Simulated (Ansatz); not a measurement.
# NiSi: 9 runs along one coordinate

System: NiSi (P2₁2₁2₁, 8 atoms in the cell).
Method: DFT PBEsol, scalar-relativistic, plane waves, PAW, no spin polarisation (Ansatz 0.2.0).

The 9 runs differ only in the geometry, by a shift of atoms along one path in a fixed cell. The shift s is measured from run 5: Ni5 moves along the Cartesian direction (0.41, −0.82, 0.41), and Si1, Si2, Si3, Si4, Ni6, Ni7 and Ni8 with it in fixed proportion. The structure derives from an entry of the Crystallography Open Database.

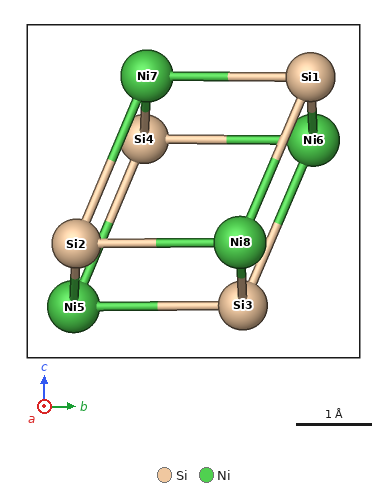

Figure 1. The structure of run 5 (ball-and-stick view of the cell of the calculation, along the a axis; atoms are numbered from 1 in the order of the input). An atom can appear more than once, as a periodic image.

**Input of run 5**
```yaml
crystal:
  lattice:
    - [4.4679770072, 0.0, 0.0]
    - [0.0, 4.4679770072, 0.0]
    - [0.0, 0.0, 4.4679770072]
  atoms:
    - { symbol: Si, position: [0.8447750088, 0.8516466279, 0.8429719194] }
    - { symbol: Si, position: [0.6552249912, 0.1483533721, 0.3429719194] }
    - { symbol: Si, position: [0.3447750088, 0.6483533721, 0.1570280806] }
    - { symbol: Si, position: [0.1552249912, 0.3516466279, 0.6570280806] }
    - { symbol: Ni, position: [0.1535590765, 0.1398532666, 0.1535590765] }
    - { symbol: Ni, position: [0.3464409235, 0.8601467334, 0.6535590765] }
    - { symbol: Ni, position: [0.6535590765, 0.3601467334, 0.8464409235] }
    - { symbol: Ni, position: [0.8464409235, 0.6398532666, 0.3464409235] }
basis:
  ecutwfc: 420
kpoints:
  mp_grid: { grid: [10, 10, 10] }
hamiltonian:
  xc: pbesol
scf:
  occupations: { method: gaussian, width: 0.15 }
output:
  forces: true
  stress: true
  eigenvalues: true
```

Command:
```bash
ansatz run input.yaml --threads 2 --pin off --max-ram 5120MiB --backend cpu --events-out ev --progress --plain --runs-dir out
```

Lattice vectors (Å) and fractional positions of run 5:
```
   4.467977    0.000000    0.000000
   0.000000    4.467977    0.000000
   0.000000    0.000000    4.467977
Si  0.844775  0.851647  0.842972
Si  0.655225  0.148353  0.342972
Si  0.344775  0.648353  0.157028
Si  0.155225  0.351647  0.657028
Ni  0.153559  0.139853  0.153559
Ni  0.346441  0.860147  0.653559
Ni  0.653559  0.360147  0.846441
Ni  0.846441  0.639853  0.346441
```

Run 3 differs from it as follows:
```diff
-    - { symbol: Si, position: [0.8447750088, 0.8516466279, 0.8429719194] }
-    - { symbol: Si, position: [0.6552249912, 0.1483533721, 0.3429719194] }
-    - { symbol: Si, position: [0.3447750088, 0.6483533721, 0.1570280806] }
-    - { symbol: Si, position: [0.1552249912, 0.3516466279, 0.6570280806] }
-    - { symbol: Ni, position: [0.1535590765, 0.1398532666, 0.1535590765] }
-    - { symbol: Ni, position: [0.3464409235, 0.8601467334, 0.6535590765] }
-    - { symbol: Ni, position: [0.6535590765, 0.3601467334, 0.8464409235] }
-    - { symbol: Ni, position: [0.8464409235, 0.6398532666, 0.3464409235] }
+    - { symbol: Si, position: [0.8498435385, 0.8361003003, 0.8534497172] }
+    - { symbol: Si, position: [0.6501564615, 0.1638996997, 0.3534497172] }
+    - { symbol: Si, position: [0.3498435385, 0.6638996997, 0.1465502828] }
+    - { symbol: Si, position: [0.1501564615, 0.3361003003, 0.6465502828] }
+    - { symbol: Ni, position: [0.1398532666, 0.1672648864, 0.1398532666] }
+    - { symbol: Ni, position: [0.3601467334, 0.8327351136, 0.6398532666] }
+    - { symbol: Ni, position: [0.6398532666, 0.3327351136, 0.8601467334] }
+    - { symbol: Ni, position: [0.8601467334, 0.6672648864, 0.3601467334] }
```

**Results, with one run withheld**

```csv
run,shift s of Ni5 (Å),"free energy per atom, from the lowest run given (meV)",pressure (GPa),force along the path (eV/Å)
1,−0.2500,27.99,1.41,2.252
2,−0.2000,15.40,0.84,1.770
3,−0.1500,?,?,?
4,−0.1000,0.00,0.10,0.652
5,0.0000,0.10,0.11,−0.703
6,0.0500,6.79,0.49,−1.442
7,0.1000,18.20,1.14,−2.214
8,0.1250,25.74,1.58,−2.618
9,0.1500,34.58,2.08,−3.040
```

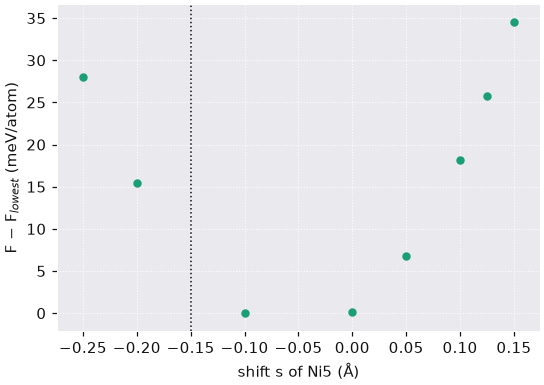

Figure 2. Free energy per atom of the runs given; the dotted line marks run 3.

What should run 3 give?

A cubic polynomial in the coordinate, fitted to the 8 runs given, misses them by at most 0.06 meV per atom. With x = s + 0.0156, it reads F = −0.98432 + 59 x + 874.75 x² + 405.6 x³ (meV per atom). At run 3 it gives 5.90 meV per atom, and the run itself gives 5.96. The slope of the fit gives a force −dF/ds of 1.233 eV/Å along the path (summed over the atoms that move), and the printed forces give 1.243 eV/Å. The fit has its minimum at s = −0.0502 Å.

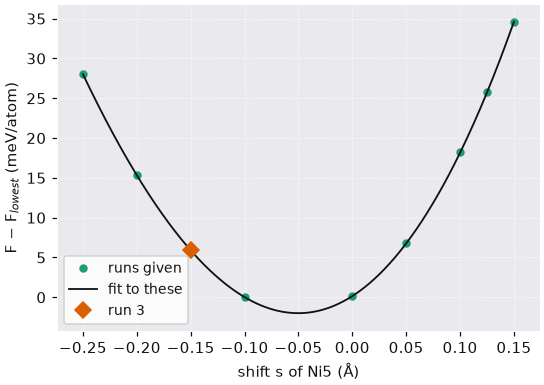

Figure 3. The fit and the withheld run.

**Output, shortened to warnings, some set-up lines, iterations and results (run 3)**
```
Basis set: ecut = 420 eV, 1743 PW (Γ), exchange–correlation on 60×60×60 points (8 copies of the dense FFT grid, shifted against one another)
Symmetry: 4 space group operations
k-points: 216 of 1000 (time reversal used)
Initial density: superposition of atomic densities (neutral atoms: chi_scale 0, normalization atom), corrected by the library's trained network
[...]
SCF iter   1: F=—  HF=-25709.844966 eV  |F-HF|=—  |Δ(HF+E_count)|=         —  Δρ=1.97e-2  dr2=1.94e-1  ethr=1.77e-3  ⟨swp⟩=7.4  Hψ=44983  notcnv=0
SCF iter   2: F=—  HF=-25709.815602 eV  |F-HF|=—  |Δ(HF+E_count)|=   2.94e-2  Δρ=4.87e-3  dr2=1.29e-2  ethr=2.21e-4  ⟨swp⟩=3.0  Hψ=23525  notcnv=0  defer=439
SCF iter   3: F=—  HF=-25709.813893 eV  |F-HF|=—  |Δ(HF+E_count)|=   1.71e-3  Δρ=1.47e-3  dr2=1.32e-3  ethr=1.46e-5  ⟨swp⟩=1.0  Hψ=10941  notcnv=0  defer=439
SCF iter   4: F=—  HF=-25709.813602 eV  |F-HF|=—  |Δ(HF+E_count)|=   2.91e-4  Δρ=2.52e-4  dr2=3.12e-5  ethr=1.50e-6  ⟨swp⟩=2.1  Hψ=15595  notcnv=0  defer=439
SCF iter   5: F=—  HF=-25709.813476 eV  |F-HF|=—  |Δ(HF+E_count)|=   1.26e-4  Δρ=5.86e-5  dr2=2.05e-6  ethr=3.54e-8  ⟨swp⟩=2.0  Hψ=17858  notcnv=0  defer=439
SCF iter   6: F=—  HF=-25709.813476 eV  |F-HF|=—  |Δ(HF+E_count)|=   4.01e-7  Δρ=1.68e-5  dr2=1.73e-7  ethr=2.33e-9  ⟨swp⟩=2.0  Hψ=18690  notcnv=0  defer=439
SCF iter   7: F=-25709.813476 eV  HF=-25709.813476 eV  |F-HF|=3.25e-9  |Δ(HF+E_count)|=   2.98e-8  Δρ=3.26e-6  dr2=6.42e-9  ethr=1.14e-10  ⟨swp⟩=9.0  Hψ=47985  notcnv=0
SCF 1 converged in 7 iterations: F = -25709.813476 eV  dr2 = 6.42e-9
SCF converged after 7 iterations
Free energy (F): -25709.813476 eV
Harris-Foulkes:  -25709.813476 eV  (|F-HF|=3.25e-9)
Internal energy: -25709.784658 eV  (E = F + TS)
E sigma→0 (E₀):  -25709.799067 eV
Entropy (-TS):   -0.028817 eV (-3.602 meV/atom)
Fermi energy:    16.823423 eV
--- Per-component energies (eV) ---
  E_band       = -1155.293020
  E_kinetic    = 1321.369918
  E_local      = -17205.809192  (includes V_loc(G=0)·N_el)
  E_nonlocal   = 2651.265083
  E_hartree    = 7418.273190
  E_xc         = -568.902219
  E_vxc        = -640.952096  (∫ρ·V_xc dr)
  E_paw        = -8382.595458  (= ΣΔE_a)
  E_vpaw       = -2117.720341  (= ΣTr[D̂ρ^β])
  E_aug_tail   = 0.001983  (compensation charges beyond the density's cutoff)
  E_ewald      = -10944.303361
  E_core_change = 0.915398  (= ΣΔE_core)
  E_smearing   = -0.028817  (= −TS)
  E_closure    = -0.000000  (closes the sum)
  Σ components = -25709.813476   (vs F -25709.813476, Δ=0.00e0)
--- Forces (eV/Å), atoms counted from 1 ---
  atom   1  Si    -0.01039422     0.06899416    -0.02087803
  atom   2  Si     0.01039422    -0.06899416    -0.02087803
  atom   3  Si    -0.01039422    -0.06899416     0.02087803
  atom   4  Si     0.01039422     0.06899416     0.02087803
  atom   5  Ni     0.03619273    -0.22439510     0.17790502
  atom   6  Ni    -0.03619273     0.22439510     0.17790502
  atom   7  Ni     0.03619273     0.22439510    -0.17790502
  atom   8  Ni    -0.03619273    -0.22439510    -0.17790502
  max |Σ_I F_I| component: 5.55e-17 eV/Å
--- Stress (GPa, compression-positive) ---
       -2.879840       0.000000       0.000000
        0.000000       1.132370       0.000000
        0.000000       0.000000       2.934147
  P = ⅓ Tr σ = 0.3956 GPa (3.956 kbar)
```

Notes: The run has no spin polarisation, so a magnetic state may lie lower.
